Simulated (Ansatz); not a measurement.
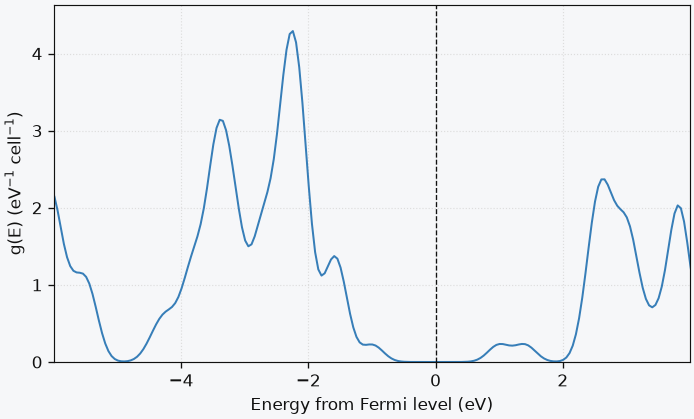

Density of states. Energies are counted from the Fermi level, put mid-gap where there is a gap. The curve is built from the levels of the k mesh with Gaussians 0.4 eV wide, which also blur the band edges.

System: TlCl, space group Pm-3m (No. 221), 2 atoms in the cell.

Ansatz 0.2.0; DFT, PBE, plane waves, PAW, no spin polarisation, 4×4×4 k mesh.

Q: Metal or insulator, going by the density of states?

A: There is a gap; over the k points computed it is 1.99 eV (direct among those points).

Q: Where is the tallest peak of the filled states in the window?

A: Within the window shown, the tallest peak of the filled states lies 1.2 eV under the valence-band top, at about 4.3 states per eV and cell.

Q: How wide is the upper valence band?

A: The upper group of valence states starts about 3.4 eV under the valence-band top (which lies at −1.0 eV on this axis), with a gap beneath it; it holds about 6 electrons a cell.

Spin-orbit coupling is left out, which matters for Tl.
